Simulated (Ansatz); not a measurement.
# Ni/hBN/Cu: predicting the conductance of a thicker barrier

**Method.** Ansatz 0.2.0, plane waves with PAW datasets, PBE. Interfaces are relaxed in a short slab (with D3(BJ) where the barrier is layered), set between ideal electrode layers that go on as semi-infinite leads, and the zero-bias conductance G at 300 K comes from T(E) on a typed mesh. The error is the largest of the program's estimates from energy step, mesh, the leads' potential steps and neutrality; its separate bound for narrow resonances between the energies solved isn't counted and can be far larger. The lower electrode is Ni (fcc 111), the upper Cu (fcc 111) and the barrier hBN (sheets), on a net of side 2.489 Å; d is the distance between the electrodes' last planes. The runs are spin-polarised, with magnetic electrodes parallel.

The runs shown:

| planes in the barrier | d (Å) | G (S/m²) | error (%) | lead step (meV) |
| --- | --- | --- | --- | --- |
| 1 | 6.38 | 4.88e13 | 6 | 23 |
| 3 | 12.89 | 9.15e10 | 6 | 23 |
| 5 | 19.40 | 1.98e8 | 8 | 23 |

Q: A further run has 7 planes, d = 25.91 Å. Fit G ∝ exp(−βd) to the rows shown and predict its conductance.

Working: Take y = ln G: 31.52, 25.24 and 19.11. The means are d = 12.89 Å and y = 25.29; Σ(Δd Δy) = −80.81 and Σ(Δd)² = 84.76, so the slope is −0.953 Å⁻¹ (β = 0.953 Å⁻¹). At d = 25.91 Å, y = 25.29 − 0.953 × 13.02 = 12.87, or G = 3.90e5 S/m².

Check: The run gave 4.72e5 S/m², with an error estimate of 11 % and a lead step of 23 meV. The prediction is 0.827 times that, too low by 17 %. That lies within the runs' own error estimates, carried through the fit.

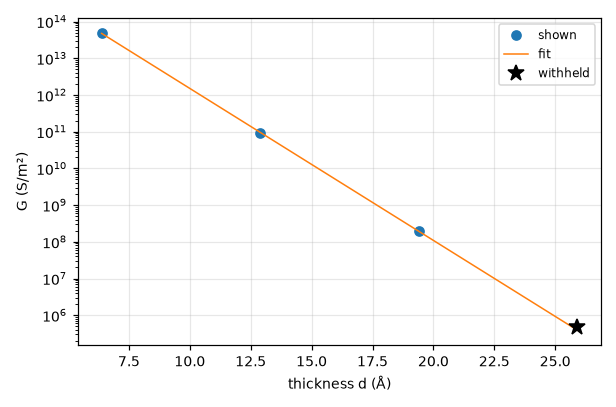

Fit and withheld run.

**Limits.** The interfaces are ideal, one cell wide, strained to a common net and relaxed from one registry with their symmetry kept. PBE's gaps are too small, so true decay constants are likely larger where the Fermi level lies deep in a gap. No spin-orbit coupling, phonons, disorder or image charges enter. The rows shown are chosen by tests on error estimates (under 100 to 120 %), lead steps (under 150 meV, though the program warns over 25), intact interfaces and, for fits, a steady trend in the rows shown; the data set holds 414 series of this kind, and not all pass.
